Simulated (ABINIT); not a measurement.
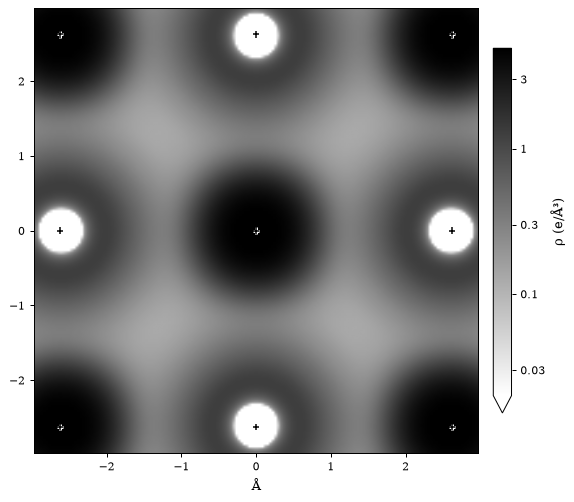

The valence pseudo-density on a plane through atoms (crosses mark nuclei in the plane).

These are results of Kohn-Sham DFT of a periodic cell, LDA-PZ, JTH PAW LDA v2.0 in ABINIT, not measurements.

Candidates:
A. ZrS, a = 5.25 Å, b = 5.25 Å, c = 5.25 Å, α = 90.00°, β = 90.00°, γ = 90.00°. Space group Fm-3m; computed pressure about −9 GPa in this cell.
B. SnSe, a = 6.02 Å, b = 6.02 Å, c = 6.02 Å, α = 90.00°, β = 90.00°, γ = 90.00°. Space group Fm-3m; computed pressure about −3 GPa in this cell.

Which candidate gave the map?

Answer. Candidate A: ZrS on the (001) plane of the conventional cell, which holds Zr and S. Zr–S (2.62 Å): ρ is about 0.34 e/Å³ halfway.
